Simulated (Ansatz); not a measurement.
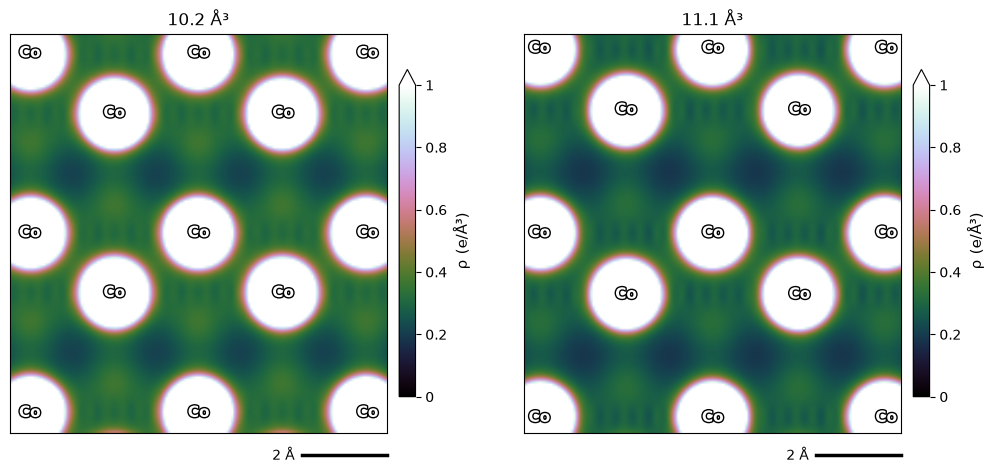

Co. The valence charge density (pseudo) of cells scaled evenly to different volumes (given per atom above each panel), on the (110) plane of each (indices in the axes of the cell below), at one length scale and on one colour scale.

A structure from a database of computed crystals, not necessarily the ambient phase; spin-polarised.

Method: Ansatz 0.2.0, Kohn-Sham DFT of a periodic cell, PBE, Ansatz PAW.

The density is the valence pseudo-density of a PAW calculation; it isn't the true density close to the nuclei.

The largest cell:

```
CELL_PARAMETERS angstrom
2.50453 0.00000 0.00000
-1.25226 2.16899 0.00000
0.00000 0.00000 4.07406
ATOMIC_POSITIONS crystal
Co 0.66667 0.33333 0.75000
Co 0.33333 0.66667 0.25000
```

| volume (Å³/atom) | Co–Co contact in the plane (Å) | ρ at its midpoint (e/Å³) | pressure (GPa) | largest moment (μB) | 
| --- | --- | --- | --- | --- |
| 10.21 | 2.432 | 0.376 | 14.9 | 1.62 | 
| 10.64 | 2.466 | ? | ? | ? | 
| 11.07 | 2.498 | 0.334 | −3.5 | 1.72 | 

Question: What values belong in the row with question marks?

Answer: Over the known rows ln ρ falls by 1.79 per Å of Co–Co distance (the line through the two), which gives 0.354 e/Å³ at 2.466 Å; the calculation gives 0.354 e/Å³. For the pressure, a straight line in volume between the neighbouring rows gives 5.7 GPa; the calculation gives 4.7, lower because pressure rises ever faster on compression. For the largest moment, a straight line in volume between the neighbouring rows gives 1.67 μB; the calculation gives 1.68.
